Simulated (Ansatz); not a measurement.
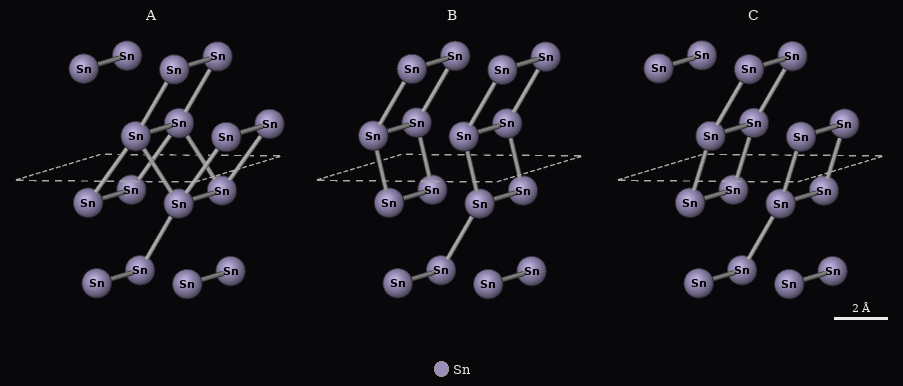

A scan of a crystal of Sn (I4/mmm) along one coordinate. The picture is a ball-and-stick view of the layers on both sides of the dashed plane, seen from the side, nearly along that plane.

Computed with DFT r2SCAN, scalar-relativistic, plane waves, PAW in Ansatz. Set-up: plane-wave cutoff 500 eV; k-point mesh 19 × 20 × 6; occupations gaussian; smearing width 0.15 eV; no spin polarisation. Energies (free energies at the smearing named) are counted from the relaxed crystal.

Question: Which coordinate changes from frame to frame?

Answer: The crystal above a cut along the (0 1 1) plane of the conventional cell (between a plane of Sn below and one of Sn above, 2.75 Å apart) is slid rigidly by fractions of an in-plane lattice vector 3.47 Å long (a generalised stacking fault). In the frames the slip is 0.10 (A), 0.40 (B), 0.80 (C). One cut stands in each cell, which starts 11.0 Å high; nothing is relaxed, and the dashed outline marks the cut. Their energies are 5.8 mJ/m², 121.4 mJ/m², 47.1 mJ/m².
